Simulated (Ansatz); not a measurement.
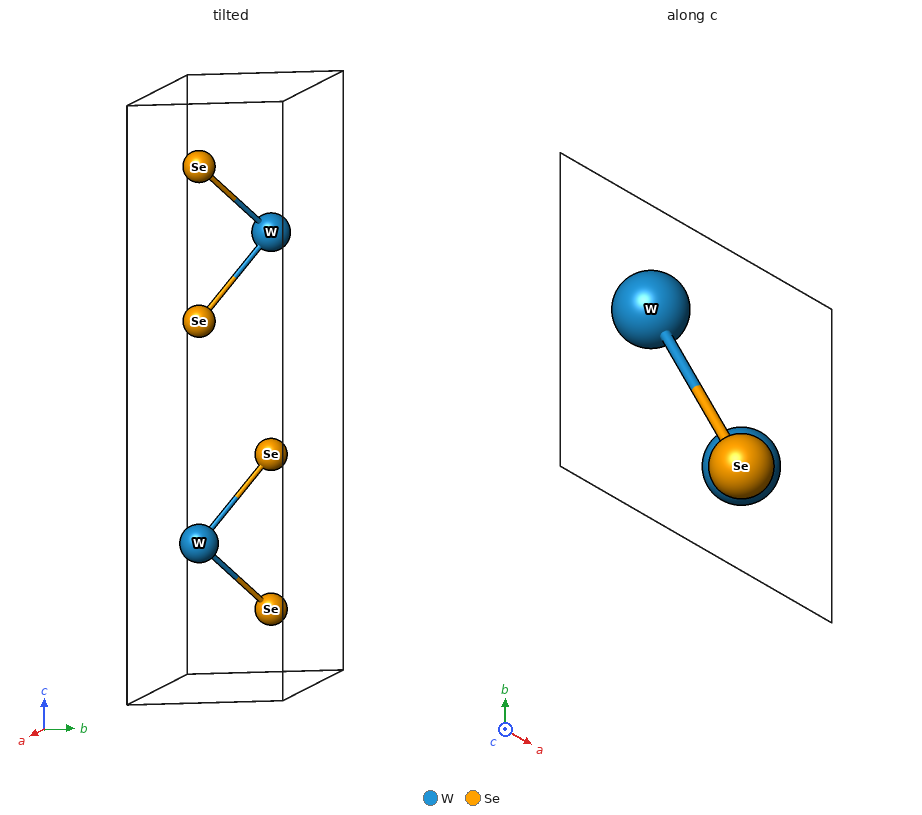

The image is a ball-and-stick drawing of a crystal, viewed slightly off an axis and along the c axis. The edges of the conventional unit cell are marked.

WSe$_{2}$, 2H molybdenite (MoS₂) type, space group P6_3/mmc (No. 194), a = 3.300 Å, b = 3.300 Å, c = 12.880 Å, α = 90.00°, β = 90.00°, γ = 120.00°. The initial geometry was a structure listed in the Materials Project. The cell was then strained or its atoms displaced on purpose. It went into a calculation with Ansatz.

This one geometry was computed with Ansatz (DFT, plane waves, PAW) at three levels of theory: HSE06, PBE and r2SCAN.

### Which level gives the highest pressure at this volume, and what does that say about its equilibrium volume?

Highest: PBE (4.0 GPa), which points to the largest equilibrium volume. Lowest, with the smallest volume: HSE06 (-0.4 GPa). Levels within 0.5 GPa of each other can't be told apart.

### How does the band gap change with the level of theory?

PBE: a gap of 0.92 eV, indirect; r2SCAN: a gap of 1.04 eV, indirect; HSE06: a gap of 1.39 eV, indirect.

### Collect the results in a table.

| level | cutoff (eV) | k-mesh of the run's cell | gap (eV) | pressure (GPa) |
| --- | --- | --- | --- | --- |
| HSE06 | 420 | 6×6×2 | 1.39 | -0.4 |
| PBE | 420 | 12×12×2 | 0.92 | 4.0 |
| r2SCAN | 500 | 12×12×2 | 1.04 | 1.9 |

Gaps are taken on the k-mesh or band path of each run.
